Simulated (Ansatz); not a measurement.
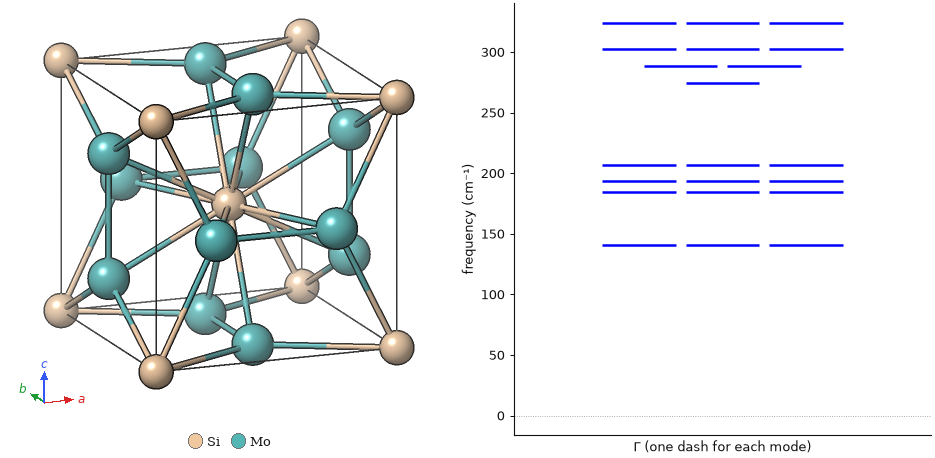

The plot gives the computed zone-centre optical phonon frequencies (the three acoustic modes are left out) for SiMo₃, space group Pm-3n (No. 223). The conventional cell is drawn beside the plot.

Starting cell:
```cif
data_structure
_symmetry_space_group_name_H-M 'P 1'
_symmetry_Int_Tables_number 1
_cell_length_a 4.9079
_cell_length_b 4.9079
_cell_length_c 4.9079
_cell_angle_alpha 90.000
_cell_angle_beta 90.000
_cell_angle_gamma 90.000
_cell_volume 118.22
loop_
_atom_site_label
_atom_site_type_symbol
_atom_site_fract_x
_atom_site_fract_y
_atom_site_fract_z
_atom_site_occupancy
Si1 Si 0.00000 0.00000 0.00000 1
Si2 Si 0.50000 0.50000 0.50000 1
Mo1 Mo 0.25000 0.00000 0.50000 1
Mo2 Mo 0.50000 0.75000 0.00000 1
Mo3 Mo 0.75000 0.00000 0.50000 1
Mo4 Mo 0.50000 0.25000 0.00000 1
Mo5 Mo 0.00000 0.50000 0.75000 1
Mo6 Mo 0.00000 0.50000 0.25000 1
```

Computed with Ansatz 0.2.0: harmonic phonon frequencies at the zone centre with atoms at rest in the given cell, without the long-range term of polar modes, the three translations left out, imaginary frequencies are negative; plane waves with PAW datasets, Γ-centred k mesh. Level: PBE, no spin polarisation.

```json
{"setting": "wave cutoff", "value": "420 eV"}
{"setting": "k mesh", "value": "8×8×8"}
{"setting": "occupations", "value": "Fermi–Dirac"}
{"setting": "smearing width", "value": "0.15 eV"}
{"setting": "pressure", "value": "0 GPa"}
{"setting": "phonon method", "value": "linear response"}
```

Is the structure dynamically stable by these modes?

Answer. No frequency is imaginary, so the structure is stable to these displacements (zone-boundary modes weren't tested here).

Where does the highest mode lie?

Answer. The highest mode lies at 324.3 cm⁻¹.

List the optical modes with their degeneracies.

Answer. 140.6 (×3), 184.4 (×3), 193.7 (×3), 207.2 (×3), 274.6, 288.1 (×2), 302.4 (×3), 324.3 (×3) cm⁻¹.

Caveats: metal sensitive to the k mesh.
